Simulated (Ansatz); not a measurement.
```yaml
crystal:
  lattice:
    - [3.92082, 0.00000, -3.92082]
    - [-3.92082, 3.92082, 0.00000]
    - [1.90218, 1.90218, 1.90218]
  atoms:
    - { symbol: Tl, position: [0.00000, 0.00000, 0.00000] }
    - { symbol: Tl, position: [0.66667, 0.33333, 0.33333] }
    - { symbol: Tl, position: [0.33333, 0.66667, 0.66667] }
```

Space group R-3m; changed on purpose from its base cell (equal xy, yz and zx shear strains of -2 %, PAW files); computed pressure about −2 GPa in this cell; computed without spin polarisation.

Theory: DFT, LDA, PAW with Ansatz's default frozen-core files, scalar-relativistic in Ansatz 0.2.0.

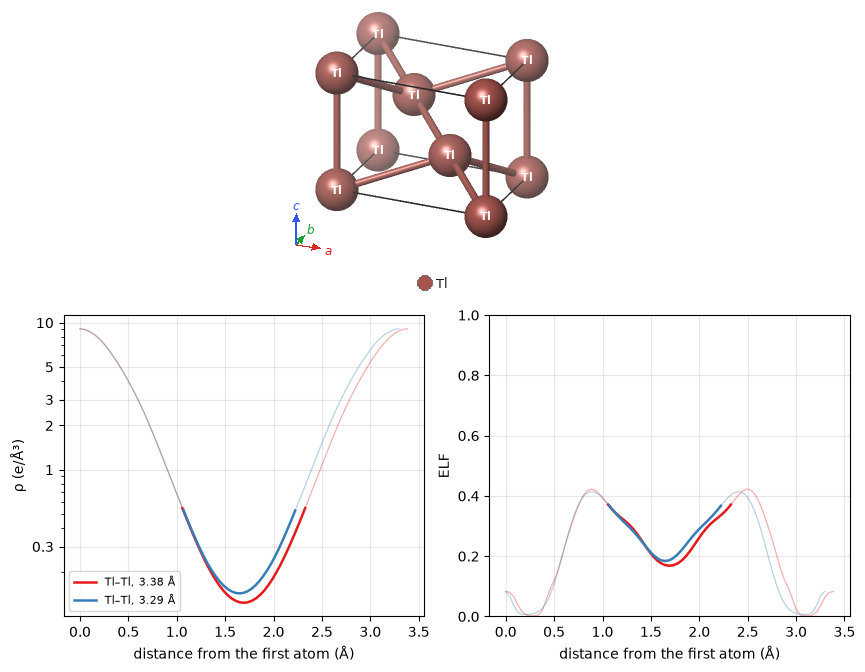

Tl. Valence charge density (pseudo) and ELF along straight lines between neighbouring atoms. Thin, pale parts lie inside the atomic spheres. The structure is drawn too.

In a PAW calculation such maps are meaningful between the atoms, not at the nuclei.

> What can be read from the curves?

Tl–Tl (3.38 Å): ρ is about 0.12 e/Å³ halfway; the ELF is about 0.15 at the midpoint (no shared electron pair shows on this line).
Tl–Tl (3.29 Å): ρ at the midpoint is about 0.14 e/Å³; the ELF is about 0.20 at the midpoint; no shared electron pair shows on this line.
